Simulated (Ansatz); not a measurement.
Consider CuAu$_{3}$.

Input file:

```
crystal:
  lattice:
    - [4.2127068537, 0.0, 0.0]
    - [0.0, 4.2127068537, 0.0]
    - [0.0, 0.0, 3.8311786858]
  atoms:
    - { symbol: Cu, position: [0.0, 0.0, 0.0] }
    - { symbol: Au, position: [0.0, 0.5, 0.5] }
    - { symbol: Au, position: [0.5, 0.0, 0.5] }
    - { symbol: Au, position: [0.5, 0.5, 0.0] }
basis:
  ecutwfc: 420
kpoints:
  mp_grid: { grid: [14, 14, 14] }
hamiltonian:
  xc: pbesol
scf:
  occupations: { method: gaussian, width: 0.1 }
output:
  forces: true
  stress: true
  eigenvalues: true
  write_density: true
  write_potential: true
  elf: true
  volumetric_format: npy
relax:
  adjacent_minimum: "off"
  f_tol: 0.008
  max_steps: 40
  cell: { stress_tol: 0.015, fix: [a, b, gamma] }
```

Command:

```sh
ansatz run input.yaml --threads 1 --pin off --max-ram 2560MiB --backend cpu --events-out ev --progress --plain --runs-dir out
```

Below, planes, directions and counts refer to the conventional cell (a = 4.21 Å, b = 4.21 Å, c = 3.60 Å, α = 90.00°, β = 90.00°, γ = 90.00°).

The fields are those of the run's last geometry, not of the input's.

Space group P4/mmm; changed on purpose from its base cell (biaxial strain in the a-b plane, c and atoms relaxed: +6.0 %); computed pressure about −2 GPa in this cell; computed without spin polarisation.

Method: DFT PBEsol, scalar-relativistic, plane waves, PAW (Ansatz 0.2.0).

What will maps of the valence pseudo-density and electron localisation function show?

Answer. Cu–Au (2.98 Å): ρ at the midpoint is about 0.2 e/Å³; the ELF is about 0.20 at the midpoint (no shared electron pair shows on this line).

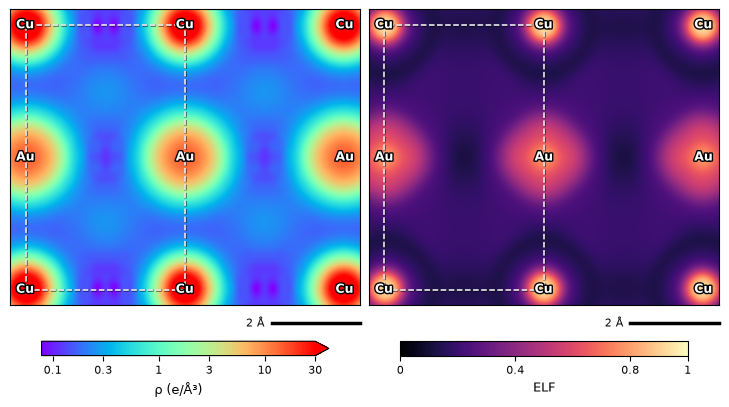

Computed valence pseudo-density and electron localisation function on the (110) plane of the conventional cell, in this order. 

The density is the valence pseudo-density of a PAW calculation; it isn't the true density close to the nuclei.
